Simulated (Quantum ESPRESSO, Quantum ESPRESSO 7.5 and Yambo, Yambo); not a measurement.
# A GW chain in Yambo: BAs (F-43m)

Wanted: ground state, empty states, screening and self-energy for BAs (F-43m).

Calculated with Quantum ESPRESSO 7.5 and Yambo 5.3.0; PBE and many-body steps on it, plane waves.

**Experimental background.**

- Gap 4.12 eV: direct gap from square of absorption coefficient, average of two samples; spectroscopic ellipsometry; 300 K; bulk crystal (CVT-grown opaque bulk crystals) (“Optical properties of cubic boron arsenide”, 2019, arxiv:1911.04914).

- Gap 1.82 eV: indirect optical gap from absorption edge; UV-visible absorption; 300 K; bulk crystal (single crystal grown by chemical vapor transport) (“Basic Physical Properties of Cubic Boron Arsenide”, 2019, arxiv:1911.11281).

- Gap 2.02 eV: indirect gap from square root of absorption coefficient, average of three samples; transmission and reflection spectroscopy; 300 K; bulk crystal (CVT-grown platelets about 10 um thick) (“Optical properties of cubic boron arsenide”, 2019, arxiv:1911.04914).

Most raw output is cut from this account.

**1. Starting point**

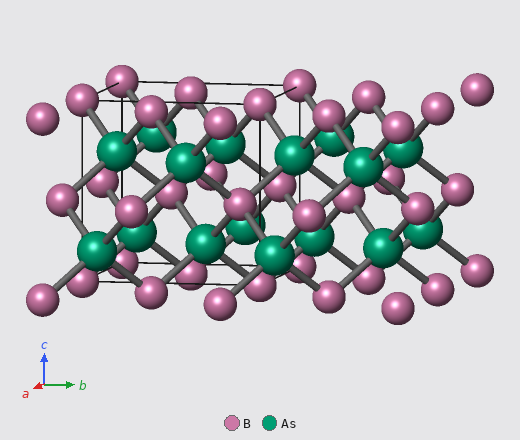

The starting structure, seen slightly off an axis (boron pink, arsenic teal). 2×2×1 cells are drawn. This picture shows the conventional cell, with its axes. Bonds to atoms that aren't drawn are left out. Some periodic images of atoms are drawn too.

The cell and positions come from the Crystallography Open Database and are kept as given unless a step says otherwise.

**2. Ground state**

This step: Quantum ESPRESSO 7.5; DFT, PBE, plane waves, norm-conserving pseudopotentials.

The ground-state density comes first.

File pw.in:

```
&control
  calculation = 'scf'
  prefix = 'x'
  outdir = 'o'
  pseudo_dir = 'pseudo'
/
&system
  ibrav = 0
  nat = 2
  ntyp = 2
  ecutwfc = 100.0
  nbnd = 18
  force_symmorphic = .true.
/
&electrons
  conv_thr = 1e-10
  electron_maxstep = 80
  mixing_beta = 0.5
/
ATOMIC_SPECIES
  B 10.81 B.upf
  As 74.922 As.upf
CELL_PARAMETERS angstrom
  -0.0000000000 2.3885000000 2.3885000000
  2.3885000000 -0.0000000000 2.3885000000
  2.3885000000 2.3885000000 -0.0000000000
ATOMIC_POSITIONS crystal
  B 0.0000000000 0.0000000000 0.0000000000
  As 0.2500000000 0.2500000000 0.2500000000
K_POINTS automatic
  8 8 8 0 0 0
```

Launch:

```bash
> OMP_NUM_THREADS=1 mpirun -n 4 pw.x -nk 4 -in pw.in > pw.out
```

The job ended after 11 s (4 MPI ranks of Arm Neoverse V1, shared host; peak memory 0.25 GiB; 42 s of CPU time).

This step gave:

```yaml
total_energy: -8386.4857 eV
gap: 1.207 eV
k_of_the_valence_top: 0, 0, 0
k_of_the_conduction_bottom: 0, 0.375, 0.375
least_direct_gap: 3.289 eV
```

The gap is indirect, with the least direct gap 2.08 eV higher.

**3. Bands along the symmetry lines**

Levels along a band path, at the cheap level, show where the edges lie and whether the meshes to come will hold them.

File pw.in:

```
&control
  calculation = 'bands'
  prefix = 'x'
  outdir = 'o'
  pseudo_dir = 'pseudo'
/
&system
  ibrav = 0
  nat = 2
  ntyp = 2
  ecutwfc = 100.0
  nbnd = 19
  force_symmorphic = .true.
/
&electrons
  conv_thr = 1e-9
  electron_maxstep = 80
  diago_full_acc = .true.
  diago_thr_init = 5e-6
/
ATOMIC_SPECIES
  B 10.81 B.upf
  As 74.922 As.upf
CELL_PARAMETERS angstrom
  -0.0000000000 2.3885000000 2.3885000000
  2.3885000000 -0.0000000000 2.3885000000
  2.3885000000 2.3885000000 -0.0000000000
ATOMIC_POSITIONS crystal
  B 0.0000000000 0.0000000000 0.0000000000
  As 0.2500000000 0.2500000000 0.2500000000
K_POINTS crystal
  50
  0.00000000 0.00000000 0.00000000 1
  -0.06250000 -0.06250000 0.00000000 1
  -0.12500000 -0.12500000 0.00000000 1
  -0.18750000 -0.18750000 0.00000000 1
  -0.25000000 -0.25000000 0.00000000 1
  -0.31250000 -0.31250000 0.00000000 1
  -0.37500000 -0.37500000 0.00000000 1
  -0.43750000 -0.43750000 0.00000000 1
  -0.50000000 -0.50000000 0.00000000 1
  -0.48437500 -0.48437500 0.03125000 1
  -0.46875000 -0.46875000 0.06250000 1
  -0.45312500 -0.45312500 0.09375000 1
  -0.43750000 -0.43750000 0.12500000 1
  -0.42187500 -0.42187500 0.15625000 1
  -0.40625000 -0.40625000 0.18750000 1
  -0.39062500 -0.39062500 0.21875000 1
  -0.37500000 -0.37500000 0.25000000 1
  -0.37500000 0.00000000 0.37500000 1
  -0.32812500 0.00000000 0.32812500 1
  -0.28125000 0.00000000 0.28125000 1
  -0.23437500 0.00000000 0.23437500 1
  -0.18750000 0.00000000 0.18750000 1
  -0.14062500 0.00000000 0.14062500 1
  -0.09375000 0.00000000 0.09375000 1
  -0.04687500 0.00000000 0.04687500 1
  0.00000000 0.00000000 0.00000000 1
  0.00000000 0.00000000 0.06250000 1
  0.00000000 0.00000000 0.12500000 1
  0.00000000 0.00000000 0.18750000 1
  0.00000000 0.00000000 0.25000000 1
  0.00000000 0.00000000 0.31250000 1
  0.00000000 0.00000000 0.37500000 1
  0.00000000 0.00000000 0.43750000 1
  -0.00000000 -0.00000000 0.50000000 1
  -0.06250000 -0.03125000 0.46875000 1
  -0.12500000 -0.06250000 0.43750000 1
  -0.18750000 -0.09375000 0.40625000 1
  -0.25000000 -0.12500000 0.37500000 1
  -0.31250000 -0.15625000 0.34375000 1
  -0.37500000 -0.18750000 0.31250000 1
  -0.43750000 -0.21875000 0.28125000 1
  -0.50000000 -0.25000000 0.25000000 1
  -0.50000000 -0.28125000 0.21875000 1
  -0.50000000 -0.31250000 0.18750000 1
  -0.50000000 -0.34375000 0.15625000 1
  -0.50000000 -0.37500000 0.12500000 1
  -0.50000000 -0.40625000 0.09375000 1
  -0.50000000 -0.43750000 0.06250000 1
  -0.50000000 -0.46875000 0.03125000 1
  -0.50000000 -0.50000000 0.00000000 1
```

Wall time 4.2 s (4 MPI ranks); peak memory 0.22 GiB; 16 s of CPU time.

This step gave:

```
gap                        : 1.207 eV
k of the valence top       : 0, 0, 0
k of the conduction bottom : -0.375, -0.375, 0
least direct gap           : 3.289 eV
```

The gap is 1.207 eV, as in the run before at this level.

The electronic bands at the labelled points (eV, zero at the top of the highest filled band):

```tsv
point	band 10	band 11	band 12	band 13	band 14	band 15	band 16	band 17
Γ	-15.40	0.00	0.00	0.00	3.29	3.29	3.29	4.69
X	-11.22	-8.51	-4.07	-4.07	1.45	1.46	11.39	11.39
U	-11.26	-8.13	-5.94	-3.48	2.06	5.56	9.24	9.78
jump to K	-11.26	-8.13	-5.94	-3.48	2.06	5.56	9.24	9.78
Γ	-15.40	0.00	0.00	0.00	3.29	3.29	3.29	4.69
L	-12.53	-8.77	-1.82	-1.82	2.70	4.80	4.80	8.90
W	-11.06	-8.05	-5.48	-5.19	5.27	5.95	6.83	7.06
X	-11.22	-8.51	-4.07	-4.07	1.45	1.46	11.39	11.39
```

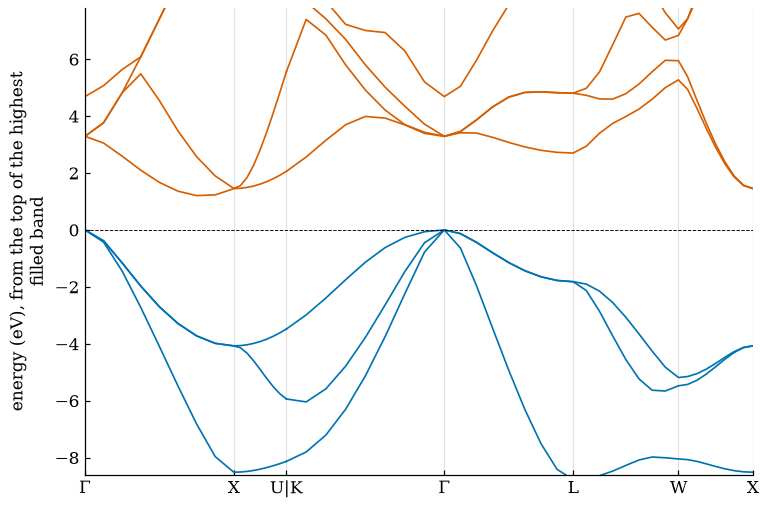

Electronic bands along the path; lines of filled and empty bands in two colours.

**4. Empty states on the mesh, 6×6×6 mesh, 126 bands**

The sums over transitions need many empty states on a uniform mesh; this step solves for them.

File pw.in:

```
&control
  calculation = 'nscf'
  prefix = 'x'
  outdir = 'o'
  pseudo_dir = 'pseudo'
/
&system
  ibrav = 0
  nat = 2
  ntyp = 2
  ecutwfc = 100.0
  nbnd = 126
  force_symmorphic = .true.
/
&electrons
  conv_thr = 1e-9
  electron_maxstep = 80
  diago_full_acc = .true.
  diago_thr_init = 5e-6
/
ATOMIC_SPECIES
  B 10.81 B.upf
  As 74.922 As.upf
CELL_PARAMETERS angstrom
  -0.0000000000 2.3885000000 2.3885000000
  2.3885000000 -0.0000000000 2.3885000000
  2.3885000000 2.3885000000 -0.0000000000
ATOMIC_POSITIONS crystal
  B 0.0000000000 0.0000000000 0.0000000000
  As 0.2500000000 0.2500000000 0.2500000000
K_POINTS automatic
  6 6 6 0 0 0
```

Run time: 14 s. Hardware: 4 MPI ranks; peak memory 0.33 GiB.

Numbers from this step:

```
gap                                                           : 1.292 eV
k of the valence top                                          : 0, 0, 0
k of the conduction bottom                                    : 0, 0.3333, 0.3333
least direct gap                                              : 3.289 eV
k points computed                                             : 16
lowest point of the top converged band, above the valence top : 134.0316 eV
```

On this mesh the gap is 1.292 eV. The earlier step found 1.207 eV, so this mesh misses an edge.

**5. Conversion and set-up**

This step: Yambo 5.3.0; conversion and set-up on PBE, plane waves, norm-conserving pseudopotentials.

The states are converted to the many-body program's format and the q mesh is built.

Launch:

```bash
> (cd o/x.save; p2y > p2y.log; mv SAVE ../..); yambo > setup.log
```

The job ended after 2.7 s (1 MPI rank; peak memory 0.24 GiB).

**6. Screening and self-energy, 6×6×6 mesh, 126 bands, screening to 210.9 eV**

Now the one-shot GW correction: screening in the RPA, then the self-energy of the levels asked for.

This step: G0W0 on PBE, plane waves, norm-conserving pseudopotentials.

File gw1.in:

```
HF_and_locXC
gw0
dyson
ppa
em1d
rim_cut
RandQpts= 1000000
RandGvec= 1 RL
EXXRLvcs= 100 Ry
VXCRLvcs= 400 Ry
Chimod= "HARTREE"
% BndsRnXp
 1 | 126 |
%
NGsBlkXp= 15.5 Ry
% LongDrXp
 1 | 1 | 1 |
%
% GbndRnge
 1 | 126 |
%
DysSolver= "n"
ExtendOut
PPAPntXp= 27.21138 eV
% QPkrange
 1 | 16 | 11 | 17 |
%
```

Launch:

```bash
> OMP_NUM_THREADS=1 mpirun -n 4 yambo -F gw1.in -J gw1 -C gw1 > gw1.log
```

Wall time 34 min (4 MPI ranks); peak memory 2 GiB.

Numbers from this step:

```yaml
g0w0_gap_on_the_mesh: 1.902 eV
starting_gap_on_the_mesh: 1.292 eV
k_of_the_valence_top: 0, 0, 0
k_of_the_conduction_bottom: 0, 0.3333, 0.3333
least_direct_g0w0_gap_on_the_computed_points: 4.137 eV
z_at_the_valence_top: 0.8043
z_at_the_conduction_bottom: 0.8133
```

The gap on the mesh goes from 1.29 eV to 1.90 eV, a correction of +0.61 eV. The start differs from the 1.21 eV found before because the two sample other k points.

Limits: finite bands, cutoff and mesh; no spin-orbit coupling. v1 is the top filled band, c1 the lowest empty one. Levels before and after the correction, in eV, zero at the valence-band top of each column:

```tsv
	conduction bottom	valence top
Kohn-Sham	1.29	0.00
G0W0	1.90	0.00
```

```tsv
	level	energy (eV)
Kohn-Sham	Γ v3-v1	0.000
Kohn-Sham	Γ c1-c3	3.289
Kohn-Sham	Γ c4	4.686
Kohn-Sham	(0 0.333 0.333) v3	-5.938
Kohn-Sham	(0 0.333 0.333) v2-v1	-3.452
Kohn-Sham	(0 0.333 0.333) c1	1.292
Kohn-Sham	(0 0.333 0.333) c2	3.154
Kohn-Sham	(0 0.333 0.333) c3-c4	9.167
G0W0	Γ v3-v1	0.000
G0W0	Γ c1-c3	4.137
G0W0	Γ c4	5.433
G0W0	(0 0.333 0.333) v3	-6.304
G0W0	(0 0.333 0.333) v2-v1	-3.649
G0W0	(0 0.333 0.333) c1	1.902
G0W0	(0 0.333 0.333) c2	3.791
G0W0	(0 0.333 0.333) c3-c4	10.168
```

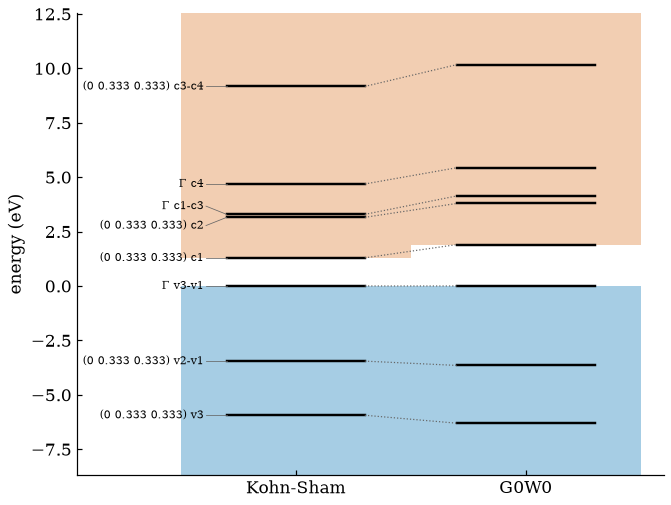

Levels before and after the correction. Shaded: valence and conduction bands.

**7. Where the time went**

Times are wall times on the hardware named with each run, good to a factor of about two.

```tsv
step	time	share	memory (GiB)
ground state	11 s	1 %	0.25
bands along the symmetry lines	4.2 s	0 %	0.22
empty states on the mesh	14 s	1 %	0.33
conversion and set-up	2.7 s	0 %	0.24
screening and self-energy	34 min	98 %	2.0
```

**8. Summary of results**

```yaml
pbe_gap: 1.21 eV, indirect
g0w0_gap_on_the_mesh: 1.90 eV
g0w0_gap_over_the_zone_rigid_shift: 1.82 eV
gw_settings: 6×6×6 mesh, 126 bands, screening to 210.9 eV, Godby-Needs plasmon pole
known_limits: not at the basis limit; no spin-orbit coupling
```

In words: G0W0 moves the gap on the mesh from 1.29 eV to 1.90 eV (+0.61 eV), with Z of 0.80 and 0.81 at the edges. The mesh misses the band edges by 0.08 eV in all; a rigid shift gives 1.82 eV for the zone. The dearest step here is «screening and self-energy». Against experiment, by G0W0@PBE: the direct gap of 4.14 eV lies +0.02 eV from the measured 4.12 eV (direct, 300 K, 2019); the gap of 1.82 eV lies −0.003 eV from the measured 1.82 eV (indirect, 300 K, 2019); the gap of 1.82 eV lies −0.20 eV from the measured 2.02 eV (indirect, 300 K, 2019). An exciton line or allowed optical edge lies below the quasiparticle gap by the binding energy; a forbidden edge can push the onset above it. The calculation has static nuclei and no excitons; a measured gap holds zero-point and thermal motion, which mostly lowers it. Bands and cutoff are finite, so the gap is not at the basis limit. The miss can reach some tenths of an eV and take either sign; the mesh is an error of its own. A denser mesh or path gives a starting gap of 1.21 eV: the GW mesh misses a band edge, so its gaps are not the fundamental one. The many-body steps are scalar-relativistic: spin-orbit coupling is not in them.

[Paths, hosts, dates, memory and timing lines, banners, echoed tables and standing remarks are left out of the program output.]

[Logs are printed without paths, hosts, clocks, repeated set-up lines and the standing remarks that a program may print on its own settings, such as how far it seeks lower states.]

[Runs of the session that timed out or met a known fault of the program may be left out.]

[Hosts, paths, dates, database ids (printed as entryN), source tags and the programs' standing remarks are cut or masked in the printed files.]
